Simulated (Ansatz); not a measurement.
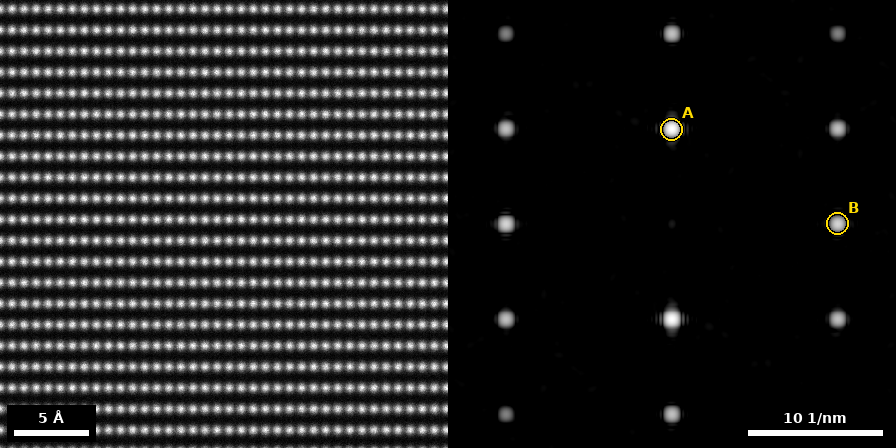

Dark-field STEM-like image of a crystal. The image is simulated as a sum over atoms of Z^1.7, blurred by a 0.50 Å probe (no channelling). The probe carries 25 % of its weight in a tail 2.5 times as wide. Shot noise was added.

The right panel is the modulus of the image's Fourier transform on a logarithmic scale.

Question: Which lattice spacings do the marked spots stand for, and what angle do A and B enclose?

Answer: A: 1.4 Å, B: 0.8 Å; A and B enclose about 90°.

The crystal is B (Cmcm, No. 63) along [010]; the spots are (0 0 -2) and (200). Atomic positions: the geometry relaxed with Ansatz, DFT, LDA (PW92), plane waves (420 eV) with PAW, scalar-relativistic; the starting structure was generated, so it need not be a known form of this composition.
